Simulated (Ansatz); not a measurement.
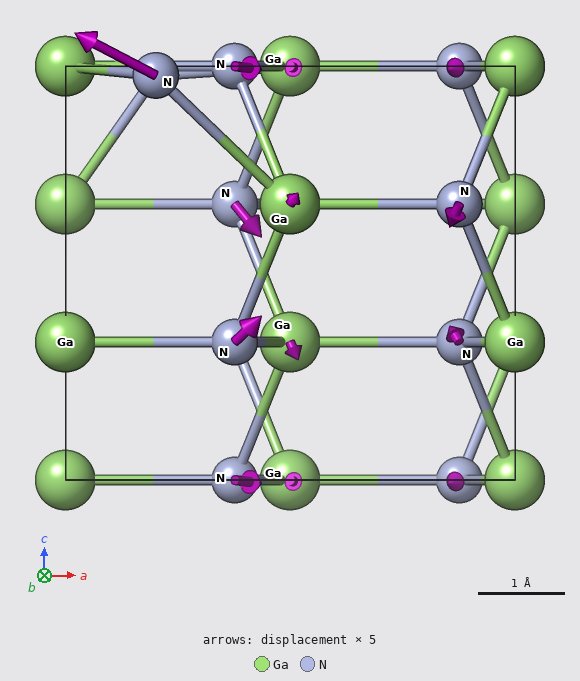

A relaxation of a defect cell of composition Ga$_{6}$N$_{7}$. The starting structure is drawn; purple arrows show the displacements, 5 times their true length.

The picture is a ball-and-stick view of the cell of the calculation, seen along the b axis.

Case: N interstitial, charge +0, atoms relaxed. The atoms of the start lie slightly off their symmetric places, so part of the fall in energy undoes that.

All numbers below come from DFT PBE, scalar-relativistic, plane waves, PAW in Ansatz.

The input:
```yaml
crystal:
  lattice:
    - [0.0, 0.0, 5.2431684095]
    - [4.8275562239, -2.7871908853, 0.0]
    - [-1.0e-10, 5.5743817708, 0.0]
  atoms:
    - { symbol: Ga, position: [0.4991348631, 0.3333333333, 0.3333333333] }
    - { symbol: Ga, position: [0.4991348631, 0.0, 0.6666666667] }
    - { symbol: Ga, position: [0.4991348631, 0.6666666667, 1.0] }
    - { symbol: Ga, position: [0.9991348631, 0.0, 0.3333333333] }
    - { symbol: Ga, position: [0.9991348631, 0.6666666667, 0.6666666667] }
    - { symbol: Ga, position: [0.9991348631, 0.3333333333, 1.0] }
    - { symbol: "N", position: [0.8758651369, 0.3333333333, 0.3333333333] }
    - { symbol: "N", position: [0.8758651369, 0.0, 0.6666666667] }
    - { symbol: "N", position: [0.8758651369, 0.6666666667, 1.0] }
    - { symbol: "N", position: [0.3758651369, 0.0, 0.3333333333] }
    - { symbol: "N", position: [0.3758651369, 0.6666666667, 0.6666666667] }
    - { symbol: "N", position: [0.3758651369, 0.3333333333, 1.0] }
    - { symbol: "N", position: [0.200640354, 0.002238102, -0.022425528], spin: 1.0 }
basis:
  ecutwfc: 420
  xc_grid: 2
kpoints:
  mp_grid: { grid: [3, 3, 3], shift: [0.0, 0.0, 0.0] }
hamiltonian:
  xc: pbe
scf:
  occupations: { method: gaussian, width: 0.02 }
output:
  forces: true
  stress: false
  eigenvalues: true
  populations: true
  write_density: true
  write_potential: true
  elf: true
  volumetric_format: npy
magnetization:
  spin_polarized: true
relax:
  adjacent_minimum: "off"
  f_tol: 0.02
  max_steps: 60
```

Command:
```bash
ansatz run input.yaml --threads 4 --pin off --max-ram 10240MiB --backend cpu --events-out ev --progress --plain --runs-dir out
```

Atoms of which element are displaced furthest, and by how much?

Nitrogen: up to 0.23 Å, against 0.05 Å for gallium.

Describe the change and its energy.

The energy falls by 0.639 eV per cell of the calculation in 5 geometry steps. The largest force component goes from 2 to 0.0029 eV/Å. The largest move is that of N13, 0.23 Å along [−2 0 1]. Largest moves by element: N 0.23 Å, Ga 0.05 Å. The cell doesn't change. Some distances before and after: Ga2–N13 2.331 → 2.541 Å, Ga4–N13 2.253 → 2.048 Å, Ga1–N13 2.476 → 2.541 Å, Ga4–N10 1.975 → 2.039 Å. Bond angles that change, for instance: N12–Ga6–N13 59.4° → 67.4°, Ga4–N13–Ga5 95.5° → 103.5°, N11–Ga5–N13 59.7° → 67.4°.

Limits of the set-up: the periodic images lie only 5.2 Å apart, so the values are limited by the cell's size.
